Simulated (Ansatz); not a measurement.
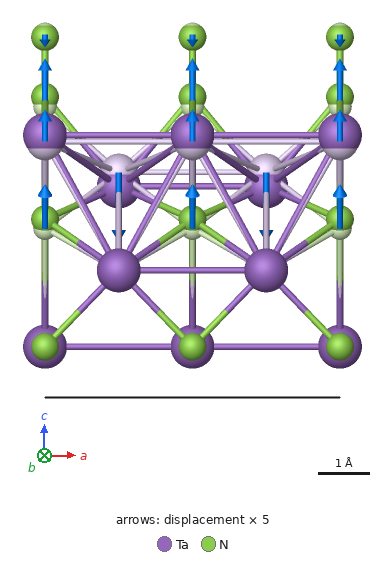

A constrained relaxation of a slab of composition Ta4N5. The starting structure is drawn faded, the final one solid; blue arrows show the displacements, 5 times their true length.

A ball-and-stick model of the 2 × 1 repeat of the cell, outlined in the plane, without the vacuum, seen along the b axis.

3 atoms are held fixed.

Computed with Ansatz 0.2.0, DFT PBEsol, scalar-relativistic, plane waves, PAW; settings changed.

The input:
```yaml
crystal:
  lattice:
    - [2.903587389, 0.0, 0.0]
    - [0.0, 5.2050894135, 0.0]
    - [0.0, 0.0, 23.507739661]
  atoms:
    - { symbol: Ta, position: [0.0, 0.5, 0.3615830413] }
    - { symbol: "N", position: [0.0, 0.0, 0.3615830413] }
    - { symbol: Ta, position: [0.5, 0.0, 0.4255015596] }
    - { symbol: "N", position: [0.0, 0.2521432926, 0.4609379267] }
    - { symbol: "N", position: [0.0, 0.7478567074, 0.4609379267] }
    - { symbol: Ta, position: [0.5, 0.5, 0.5076494528] }
    - { symbol: Ta, position: [0.0, 0.0, 0.5333424101] }
    - { symbol: "N", position: [0.0, 0.5, 0.5627604636] }
    - { symbol: "N", position: [0.0, 0.5, 0.6231661011] }
basis:
  ecutwfc: 420
  xc_grid: 4
kpoints:
  mp_grid: { grid: [10, 6, 1] }
hamiltonian:
  xc: pbesol
scf:
  occupations: { method: tetrahedron }
output:
  forces: true
  eigenvalues: true
relax:
  adjacent_minimum: "off"
  f_tol: 0.03
  max_steps: 70
  constraints: [{ sites: [0, 1, 2] }]
efield:
  axis: 3
  dipole_correction: true
  ramp_width: 0.04
```

Command:
```bash
ansatz run input.yaml --threads 2 --pin off --max-ram 5120MiB --backend cpu --events-out ev --progress --plain --runs-dir out
```

> Atoms of which element are displaced furthest, and by how much?

Tantalum: up to 0.28 Å, against 0.19 Å for nitrogen.

> What did the optimiser do to the structure, and how much energy did it gain?

The largest move is that of Ta6, 0.28 Å along the normal (−c). By element the largest moves are Ta 0.28 Å, N 0.19 Å. The cell doesn't change. Some distances before and after: Ta6–N8 1.946 → 2.284 Å, N8–N9 1.420 → 1.178 Å, Ta1–N4 2.668 → 2.854 Å, Ta3–Ta6 3.241 → 3.084 Å. Bond angles that change, for instance: Ta6–N8–Ta6 96.5° → 79.0°, Ta1–N4–Ta6 98.7° → 87.9°, Ta6–N4–Ta7 87.9° → 98.2°. After 5 accepted moves (6 points after the start) the energy has fallen by 1.998 eV per cell of the calculation. Largest force component: 8.5 eV/Å at the start, 0.0075 eV/Å at the end. The line search rejected the trial step at point 3 of the run.

Limits of the set-up: the cell has an odd number of electrons but was run without spin polarisation.
